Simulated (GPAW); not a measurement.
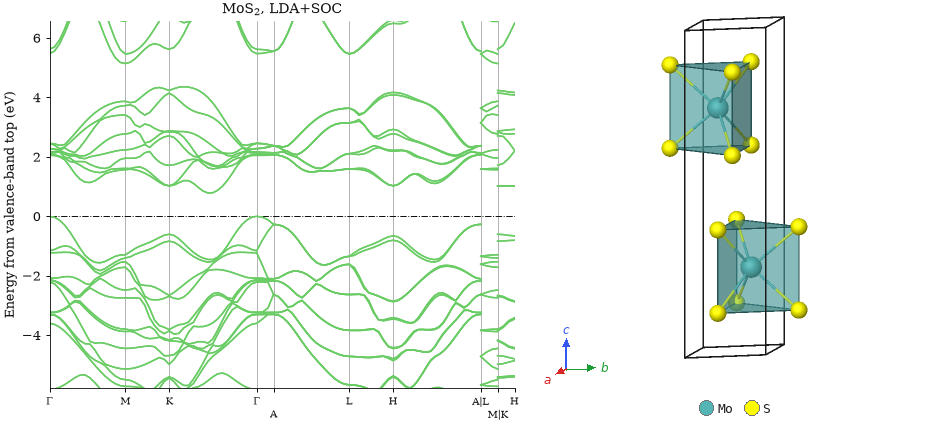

Band structure, beside the structure. Energies are counted from the top of the valence band.

The material is MoS2, space group P6_3/mmc, 6 atoms in the cell; a = 3.160 Å, c = 12.290 Å (hexagonal axes).

Method: LDA, the program's PAW data sets (release 1.2.1) made for this functional, spin-orbit coupling, no magnetisation, 9×9×2 k mesh, 600 eV cutoff, Fermi-Dirac smearing of 0.05 eV (GPAW).

What does the band structure say about the gap?

A semiconductor. The gap along this path is 0.78 eV and indirect, from the valence-band top at Γ to the conduction-band bottom between K and Γ; the smallest direct gap is 1.63 eV, at K.

What are the direct gaps at A, M and Γ?

The direct gaps are 2.33 eV at A, 2.86 eV at M and 2.05 eV at Γ.

How much do the top valence band and the lowest conduction band disperse along the path?

The top valence band spans 1.6 eV and the lowest conduction band 1.3 eV.

Spin-orbit coupling was added after a scalar SCF, so levels and gaps hold it while energy, forces, pressure and moments don't. This program's spin-orbit splittings come out too wide for heavy elements. LDA, GGA and most meta-GGA functionals understate gaps. The cell is at −5 GPa in this functional. The cell was built from a pattern and not relaxed, so its bond lengths can be off.
